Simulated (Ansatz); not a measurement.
**Bi_Ga in GaN (P6_3mc): charge-transition levels and formation energies**

Wanted: the transition levels of a substitutional impurity in GaN (P6_3mc), from a cell of 72 host atoms with 1 Ga taken out and 1 Bi put in.

Method: place-levels on r2SCAN runs: charge-transition levels and formation energies with image-charge correction and potential alignment at the atomic sites; PAW set soft_1, in Ansatz 0.2.0.

The experiments to compare with:

“On the origin of Blue Luminescence in Mg doped GaN” (2017, arxiv:1708.04036) quotes from earlier work for GaN, wurtzite (literature experimental value, sample not described, 2 K): band gap (band gap at 2 K) 3.51 eV [Literature value quoted for comparison without method or sample details; may be an …].

## 1. Set-up

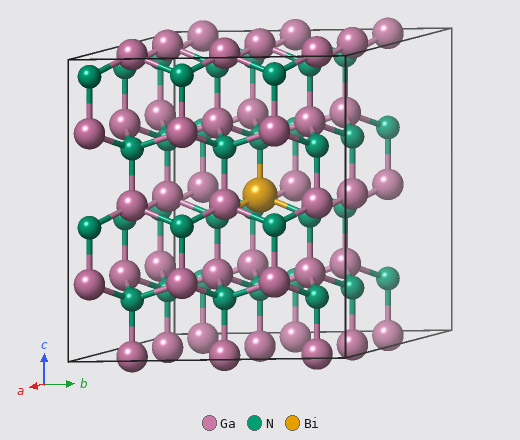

The cell as given, slightly off an axis (gallium pink, nitrogen teal, bismuth orange). Some periodic images of atoms are drawn too.

The cell holds 72 atoms: 35 Ga, 36 N and 1 Bi. Its edges and angles: a = 9.550 Å, b = 9.550 Å, c = 10.368 Å, α = 90.0°, β = 90.0°, γ = 120.0°. It derives from GaN (space group P6_3mc). Nearest the centre at fractional (0.444, 0.556, 0.500): Bi34 at 0.00 Å, N11 at 1.95 Å, N43 at 1.95 Å, N35 at 1.95 Å, N40 at 1.95 Å, Ga9 at 3.18 Å, Ga13 at 3.18 Å, Ga41 at 3.18 Å.

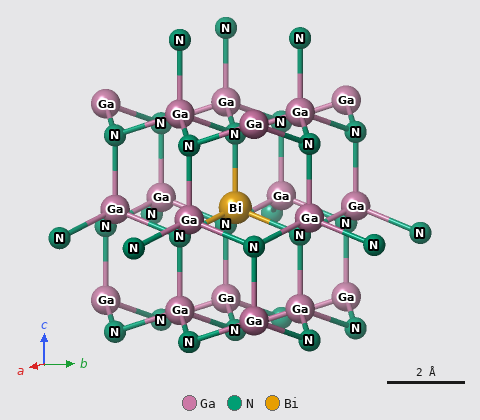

The atoms within 5 Å of the centre.

Structure file:

```xyz
72
Lattice="9.5498 0.0000 0.0000 -4.7749 8.2704 0.0000 0.0000 0.0000 10.3677" Properties=species:S:1:pos:R:3 pbc="T T T"
Ga    1.5916    0.9189    2.5873
Ga    0.0000    1.8379    5.1792
N     1.5916    0.9189    4.5405
N     0.0000    1.8379    1.9486
Ga    1.5916    0.9189    7.7711
Ga    0.0000    1.8379   10.3630
N     1.5916    0.9189    9.7243
N     0.0000    1.8379    7.1324
Ga    0.0000    3.6757    2.5873
Ga   -1.5916    4.5947    5.1792
N     0.0000    3.6757    4.5405
N    -1.5916    4.5947    1.9486
Ga    0.0000    3.6757    7.7711
Ga   -1.5916    4.5947   10.3630
N     0.0000    3.6757    9.7243
N    -1.5916    4.5947    7.1324
Ga   -1.5916    6.4325    2.5873
Ga   -3.1833    7.3515    5.1792
N    -1.5916    6.4325    4.5405
N    -3.1833    7.3515    1.9486
Ga   -1.5916    6.4325    7.7711
Ga   -3.1833    7.3515   10.3630
N    -1.5916    6.4325    9.7243
N    -3.1833    7.3515    7.1324
Ga    4.7749    0.9189    2.5873
Ga    3.1833    1.8379    5.1792
N     4.7749    0.9189    4.5405
N     3.1833    1.8379    1.9486
Ga    4.7749    0.9189    7.7711
Ga    3.1833    1.8379   10.3630
N     4.7749    0.9189    9.7243
N     3.1833    1.8379    7.1324
Ga    3.1833    3.6757    2.5873
Bi    1.5916    4.5947    5.1792
N     3.1833    3.6757    4.5405
N     1.5916    4.5947    1.9486
Ga    3.1833    3.6757    7.7711
Ga    1.5916    4.5947   10.3630
N     3.1833    3.6757    9.7243
N     1.5916    4.5947    7.1324
Ga    1.5916    6.4325    2.5873
Ga    0.0000    7.3515    5.1792
N     1.5916    6.4325    4.5405
N     0.0000    7.3515    1.9486
Ga    1.5916    6.4325    7.7711
Ga    0.0000    7.3515   10.3630
N     1.5916    6.4325    9.7243
N     0.0000    7.3515    7.1324
Ga    7.9582    0.9189    2.5873
Ga    6.3665    1.8379    5.1792
N     7.9582    0.9189    4.5405
N     6.3665    1.8379    1.9486
Ga    7.9582    0.9189    7.7711
Ga    6.3665    1.8379   10.3630
N     7.9582    0.9189    9.7243
N     6.3665    1.8379    7.1324
Ga    6.3665    3.6757    2.5873
Ga    4.7749    4.5947    5.1792
N     6.3665    3.6757    4.5405
N     4.7749    4.5947    1.9486
Ga    6.3665    3.6757    7.7711
Ga    4.7749    4.5947   10.3630
N     6.3665    3.6757    9.7243
N     4.7749    4.5947    7.1324
Ga    4.7749    6.4325    2.5873
Ga    3.1833    7.3515    5.1792
N     4.7749    6.4325    4.5405
N     3.1833    7.3515    1.9486
Ga    4.7749    6.4325    7.7711
Ga    3.1833    7.3515   10.3630
N     4.7749    6.4325    9.7243
N     3.1833    7.3515    7.1324
```

Screening for the image-charge correction: ε∞ = (5.83, 5.83, 6.02), ε0 = (10.10, 10.10, 11.19), computed on the host (DFPT, PBEsol, on the r2SCAN cell), and a cell off the functional's own equilibrium shifts the ionic part.

The cell's shortest repeat is 9.5 Å.

## 2. Charge states

A transition level is the Fermi level at which two charge states cost the same, so each charge needs its own total energy, at its own relaxed structure.

Random displacements of about 0.05 Å break the site symmetry at the start, so that the relaxation can reach a distorted minimum if there is one. Forces are taken at one point at (¼, ¼, ¼). The cell holds 1 electron more than the neutral one, with a uniform background that keeps it neutral on the whole. The electron count is odd, so at least one spin is unpaired; this run locks the moment at 1 μB.

The sampling was tested on the host first: at the k-points planned (1x1x1 shifted 0.25 0.25 0.25) its energy lies -0.023 eV an atom from the dense-mesh value, a large miss, so this sampling is coarse for the host.

One of the inputs; charge, spin and start change from state to state.

qm1_M1.relax/input.yaml reads:

```yaml
crystal:
  lattice:
    - [3.18327254, 0.0, 0.0]
    - [-1.59163627, 2.75679489, 0.0]
    - [0.0, 0.0, 5.18383161]
  atoms:
    - { symbol: Ga, position: [0.66666667, 0.33333333, 0.49910624] }
    - { symbol: Ga, position: [0.33333333, 0.66666667, 0.99910624] }
    - { symbol: "N", position: [0.66666667, 0.33333333, 0.87589376] }
    - { symbol: "N", position: [0.33333333, 0.66666667, 0.37589376] }
  supercell: [3, 3, 2]
  defects: [{ substitution: { at: 33, symbol: Bi } }]
total_charge: -1
basis:
  ecutwfc: 500
  xc_grid: 2
hamiltonian:
  xc: r2scan
  pseudopotentials: { kind: paw, azcp: { folder: soft_1 } }
kpoints:
  mp_grid: { grid: [1, 1, 1], shift: [0.25, 0.25, 0.25] }
magnetization:
  spin_polarized: true
  initial_magnetization: 1
  spin_locking: { lock_magnetization: hard }
scf:
  occupations: { method: fixed }
  max_iter: 60
output:
  forces: true
  charged_corrections: { epsilon: [5.83, 5.83, 6.02], static_epsilon: [10.1, 10.1, 11.19] }
relax:
  f_tol: 0.02
  max_steps: 80
  random_displacement: { amplitude: 0.05, seed: 2475 }
checkpoint:
  write: "../qm1_M1.relax.run"
  compress: false
  write_wavefunctions: true
  write_every: 100000
```

Run with:

```
$ ansatz run input.yaml --threads 8 --pin off --max-ram 15073MiB --backend cpu --events-out ev --progress --plain --runs-dir out
```

Defect states can disperse in a cell of this size, so the energy is taken again at a 2×2×2 shifted mesh, on the relaxed structure.

The run of this state that the levels use, under r2SCAN:

qm1_M1.point/input.yaml reads:

```yaml
crystal:
  checkpoint: "../qm1_M1.relax.run"
  host: checkpoint
total_charge: -1
basis:
  ecutwfc: 500
  xc_grid: 2
hamiltonian:
  xc: r2scan
  pseudopotentials: { kind: paw, azcp: { folder: soft_1 } }
kpoints:
  mp_grid: { grid: [2, 2, 2], shift: [0.5, 0.5, 0.5] }
magnetization:
  spin_polarized: true
  initial_magnetization: 1
  spin_locking: { lock_magnetization: hard }
scf:
  occupations: { method: fermi_dirac, width: 0.01 }
  max_iter: 60
output:
  forces: true
  eigenvalues: true
  charged_corrections:
    epsilon: [5.83, 5.83, 6.02]
    static_epsilon: [10.1, 10.1, 11.19]
    defect_position: [0.444444, 0.555556, 0.499553]
  eigenstates: { localisation: true }
  populations: true
  efg: {}
  band_densities: [{ bands: [v1, v1] }, { bands: [c1, c1] }]
  write_density: true
  write_potential: true
  volumetric_format: npy
checkpoint:
  read: "../qm1_M1.relax.run"
  write: "../qm1_M1.point.run"
  compress: false
  write_wavefunctions: false
  write_every: 100000
```

Relaxations under r2SCAN at one point at (¼, ¼, ¼); times on 8 threads of Arm Neoverse V2, shared host:

```
charge  moment (μB)  occupations    outcome  steps  largest displacement against the far atoms (Å)     time
    −1            1        fixed  converged     11                                            0.60  6.3 min
     0            0        fixed  converged      8                                            0.43  1.9 min
    +1            1        fixed  converged      6                                            0.27  3.6 min
```

Single points under r2SCAN at a 2×2×2 shifted mesh; times on 8 threads of Arm Neoverse V2, shared host:

```
charge  moment (μB)  occupations    outcome     time
    −1            1  fermi-dirac  converged  4.2 min
     0            0  fermi-dirac  converged  1.8 min
    +1            1  fermi-dirac  converged  3.3 min
```

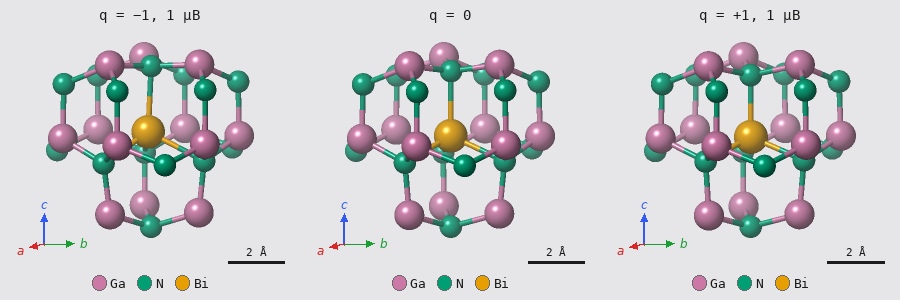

The structures near the centre after relaxation with r2SCAN, by charge.

Distances (Å) from Bi34 to the nearest atoms after relaxation with r2SCAN:

```
charge  moment (μB)      1.      2.      3.      4.       5.       6.
    −1            1  N 2.25  N 2.33  N 2.38  N 2.38  Ga 3.07  Ga 3.07
     0            0  N 2.24  N 2.24  N 2.24  N 2.33  Ga 3.22  Ga 3.22
    +1            1  N 2.17  N 2.18  N 2.18  N 2.21   N 3.22  Ga 3.23
```

## 3. Placing the levels, r2SCAN

A charged cell interacts with its images and the background, and its potential has another zero than the host's. place-levels removes the first by a point-charge model, screened by the static dielectric constant since the ions have relaxed around the charge, and the second by comparing potentials at atoms far from the defect.

The host is a run of the defect-free crystal in the same cutoffs, grids and k-points, so that basis and sampling errors cancel in part in the differences. The host is run in a cell of 4 atoms on a matching mesh. Its band edges are searched through the zone by a band path, so the gap is smaller than, or equal to, that on the mesh. Chemical potentials are energies per atom of Ga (alpha-Ga (Cmce)) and Bi (A7 rhombohedral), run with the same functional and cutoff.

levels.point.yaml reads:

```yaml
host:
  run: host.point.run
states: [qm1_M1.point.run, q0.point.run, qp1_M1.point.run]
geometry_from:
  qm1_M1.point.run: qm1_M1.relax.run
  q0.point.run: q0.relax.run
  qp1_M1.point.run: qp1_M1.relax.run
  host.point.run: host.relax.run
chemical_potentials:
  Ga:
    energy: -3790.270342
    dataset: <sha256 of the dataset>
  Bi:
    energy: -12413.333252
    dataset: "<sha256 of the dataset>"
epsilon: [5.83, 5.83, 6.02]
static_epsilon: [10.1, 10.1, 11.19]
vertical:
  - { from: qm1_M1.point.run, to: qm1_M1.point_neutral.run }
  - { from: qp1_M1.point.run, to: qp1_M1.point_neutral.run }
```

Run with:

```
$ ansatz place-levels levels.point.yaml -- --threads 8 --pin off --max-ram 15073MiB
```

Numbers of over 12 decimals in the logs are rounded to 6 here.

Output:

```text
[... repeated set-up lines and file paths are left out, and long positions are rounded to six places ...]
(+1/0) 1.500 eV above the valence edge, 0.852 eV under the conduction edge
(0/-1) 2.813 eV above the valence edge (+3.777 eV without the band-filling correction), in the conduction band
formation energy of charge +1: +3.785 eV with the Fermi level at the valence edge
formation energy of charge 0: +5.285 eV with the Fermi level at the valence edge
formation energy of charge -1: +8.098 eV with the Fermi level at the valence edge
vertical -1 to 0: no energy, since no alignment is typed
  the change from vertical[0].from (qm1_M1.point.run) to vertical[0].to (qm1_M1.point_neutral.run): by its potential at epsilon [5.83, 5.83, 6.02] it stands at 0.490 0.551 0.512, with an rms radius of about 2.6 Å (1.8 1.4 1.1 Å across the planes of the cell's [...]
vertical +1 to 0: no energy, since no alignment is typed
  the change from vertical[1].from (qp1_M1.point.run) to vertical[1].to (qp1_M1.point_neutral.run): by its potential at epsilon [5.83, 5.83, 6.02] it stands at 0.471 0.528 0.483, with an rms radius of about 1.9 Å (1.1 1.1 1.2 Å across the planes of the cell's [...]
  edges by r2scan, gap 2.352 eV; the host is sampled to repeats of 19.10 Å
  the defect's cells are sampled to repeats of 19.10 Å, like sampling
  charge +1: -158978.8224 eV with its correction of +0.495 eV, at epsilon [10.1, 10.1, 11.19], aligned at sites: +0.2849 eV, mean over 33 atomic sites at or beyond 4.77 Å from the defect at [0.4444, 0.5556, 0.4996], with +0.003091 for the charge's moments and [...]
  charge 0: +0.000 eV for its dipole among its images, +0.000 omitted
  charge -1: -158954.6057 eV with its correction of -0.112 eV, at epsilon [10.1, 10.1, 11.19], aligned at sites: +0.3221 eV, mean over 33 atomic sites at or beyond 4.77 Å from the defect at [0.4444, 0.5556, 0.4996], with -0.015771 for the charge's moments and [...]
  of states[2] (qp1_M1.point.run): its displacements don't fall off away from the defect: farther atoms stand 0.017 Å off the host's places. [...]
  of states[1] (q0.point.run): its displacements don't fall off away from the defect: farther atoms stand 0.022 Å off the host's places. [...]
  of states[0] (qm1_M1.point.run): it parts from the run at its places by a charge that spreads by about 1.8 Å along one vector (1.4 Å or more is wide), by its potential at epsilon [5.83, 5.83, 6.02], taken for that of held ions (one typed too small widens [...]
  of vertical[0].from (qm1_M1.point.run): its displacements don't fall off away from the defect: farther atoms stand 0.028 Å off the host's places. [...]
  of vertical[0].to (qm1_M1.point_neutral.run): its displacements don't fall off away from the defect: farther atoms stand 0.028 Å off the host's places. [...]
  of vertical[1].from (qp1_M1.point.run): its displacements don't fall off away from the defect: farther atoms stand 0.017 Å off the host's places. [...]
  of vertical[1].to (qp1_M1.point_neutral.run): its displacements don't fall off away from the defect: farther atoms stand 0.017 Å off the host's places. [...]
```

Wall time 0.32 s (8 threads of Arm Neoverse V2, shared host).

(Part 1 of 2 ends here.)

[Logs are printed without paths, hosts, clocks, repeated set-up lines and the standing remarks that a program may print on its own settings, such as how far it seeks lower states.]

[Hosts, paths, dates, database ids (printed as entryN), source tags and the programs' standing remarks are cut or masked in the printed files.]

[Where a table of states has a column of steps, it counts the stored structures, which are thinned; the runs took as many ionic steps or more.]

[A defect's name tells the site on which it was built; relaxed atoms can leave that site.]

[For some hosts the program warned that the k-mesh of the response run may be too coarse for force constants and the static dielectric constant; such warnings are not shown here.]
